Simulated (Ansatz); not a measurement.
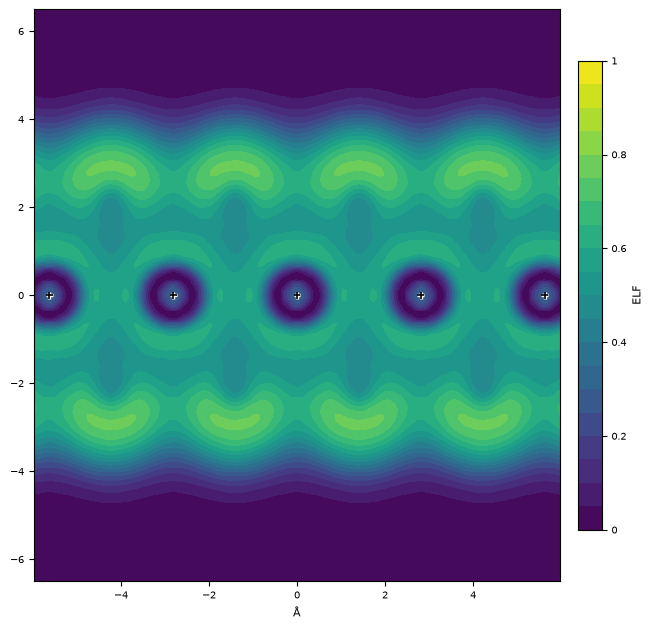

The electron localisation function on a plane through atoms (crosses mark nuclei in the plane).

All numbers below come from DFT PBE+D3(BJ), scalar-relativistic, plane waves, PAW in Ansatz.

Candidates:
A. Al (slab), a = 5.63 Å, b = 5.63 Å, c = 20.60 Å, α = 90.00°, β = 90.00°, γ = 120.00°. 
B. Te2Mo, a = 3.50 Å, b = 3.50 Å, c = 13.69 Å, α = 90.00°, β = 90.00°, γ = 120.00°. Space group P6₃/mmc; computed without spin polarisation.
C. SiC, a = 4.35 Å, b = 4.35 Å, c = 4.35 Å, α = 90.00°, β = 90.00°, γ = 90.00°. Space group F-43m.

### Which candidate gave the map?

Candidate A: Al on the (100) plane of the calculation cell, a cut from vacuum to vacuum, which holds Al. Al–Al (2.82 Å): the ELF peaks at about 0.60 between the atoms.
